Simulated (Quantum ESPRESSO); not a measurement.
**Ca: 7 runs along one coordinate**

System: Ca (1 atom in the cell).
Method: Kohn-Sham DFT of a periodic cell, rev-vdW-DF2, PseudoDojo 0.4.1 SR PBE standard, no spin polarisation (Quantum ESPRESSO 7.5).

The 7 runs differ only in the geometry, by an even scaling of the cell at fixed fractional positions. The structure derives from an entry of the Crystallography Open Database.

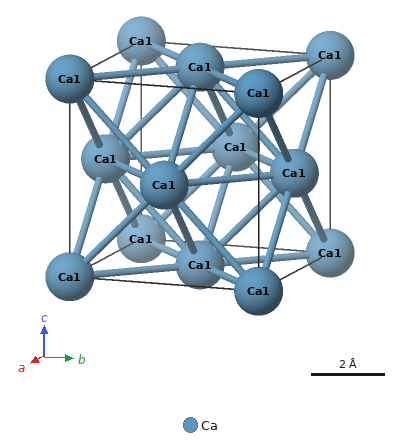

Figure 1. The structure of run 4 (ball-and-stick view of the cell 4 times as large as that of the calculation, set on its symmetry axes, seen slightly off an axis; atoms are numbered from 1 in the order of the input).

## Input of run 4
```
&CONTROL
  calculation = 'scf'
  prefix = 'pwscf'
  outdir = './tmp'
  pseudo_dir = './pseudo'
  tprnfor = .true.
  tstress = .true.
  disk_io = 'nowf'
/
&SYSTEM
  ibrav = 0
  nat = 1
  ntyp = 1
  ecutwfc = 68
  nbnd = 10
  input_dft = 'vdw-df2-b86r'
  occupations = 'smearing'
  smearing = 'fd'
  degauss = 0.00367493
/
&ELECTRONS
  conv_thr = 2d-10
  electron_maxstep = 120
  mixing_beta = 0.5
/
ATOMIC_SPECIES
Ca    40.0780 Ca.upf
CELL_PARAMETERS angstrom
   0.0000000000    2.7942000000    2.7942000000
   2.7942000000    0.0000000000    2.7942000000
   2.7942000000    2.7942000000    0.0000000000
ATOMIC_POSITIONS crystal
Ca     0.0000000000    0.0000000000    0.0000000000
K_POINTS automatic
8 8 8 0 0 0
```

Command:
```bash
OMP_NUM_THREADS=1 pw.x -in pw.in > pw.out
```

Run 3 differs from it as follows:
```diff
-   0.0000000000    2.7942000000    2.7942000000
-   2.7942000000    0.0000000000    2.7942000000
-   2.7942000000    2.7942000000    0.0000000000
+   0.0000000000    2.7754464148    2.7754464148
+   2.7754464148    0.0000000000    2.7754464148
+   2.7754464148    2.7754464148    0.0000000000
```

## Results, with one run withheld

| run | volume per atom (Å³) | free energy per atom, from the lowest run given (meV) | pressure (GPa) |
| --- | --- | --- | --- |
| 1 | 41.014 | 0.00 | −0.20 |
| 2 | 41.886 | 1.95 | −0.55 |
| 3 | 42.759 | ? | ? |
| 4 | 43.632 | 11.14 | −1.16 |
| 5 | 44.504 | 18.03 | −1.41 |
| 6 | 45.377 | 26.26 | −1.64 |
| 7 | 46.250 | 35.70 | −1.85 |

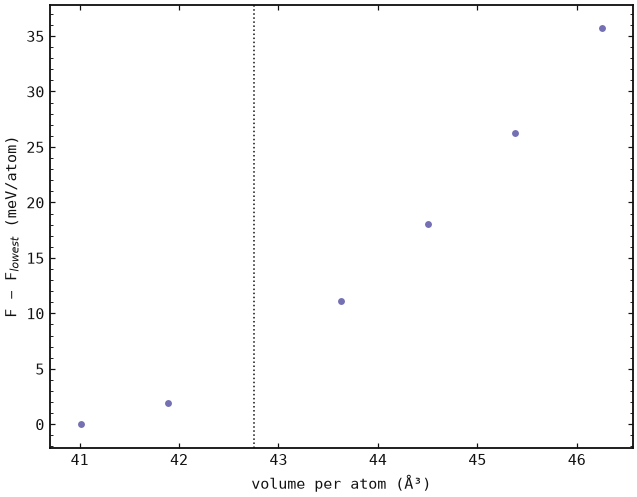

Figure 2. Free energy per atom of the runs given; the dotted line marks run 3.

Fit the runs given and predict run 3.

A cubic polynomial in V^(−2/3) (the Birch–Murnaghan form), fitted to the 6 runs given, misses them by under 0.01 meV per atom. With x = V^(−2/3) − 0.08059 Å⁻², it reads F = 11.696 − 5883.7 x + 7.2816e+05 x² − 6.7159e+05 x³ (meV per atom). At run 3 it gives 5.72 meV per atom, and the run itself gives 5.72. The slope of the fit gives a pressure −dF/dV of −0.85 GPa there, and the run prints −0.87 GPa. The fit has no minimum inside this range.

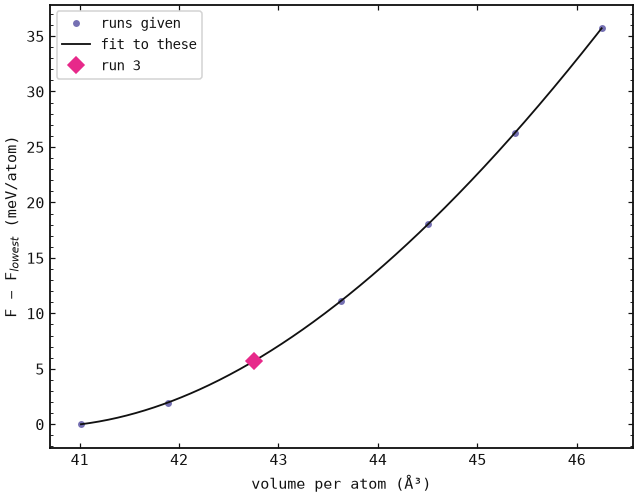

Figure 3. The fit and the withheld run.

## Some lines of the output (run 3)
```
[...]
     unit-cell volume          =     288.5527 (a.u.)^3
     number of k points=    29  Fermi-Dirac smearing, width (Ry)=  0.0037
     total energy              =     -77.45890348 Ry
     total energy              =     -77.45916559 Ry
     total energy              =     -77.45920382 Ry
     total energy              =     -77.45920701 Ry
     total energy              =     -77.45920711 Ry
     total energy              =     -77.45920713 Ry
     the Fermi energy is     4.8230 ev
!    total energy              =     -77.45920713 Ry
     The total energy is F=E-TS. E is the sum of the following terms:
     Computing stress (Cartesian axis) and pressure
          total   stress  (Ry/bohr**3)                   (kbar)     P=       -8.69
```

Notes: The record of the run, not the program, notes: potentials made for another functional. Points of doubt noted for this run: potentials made for another functional.
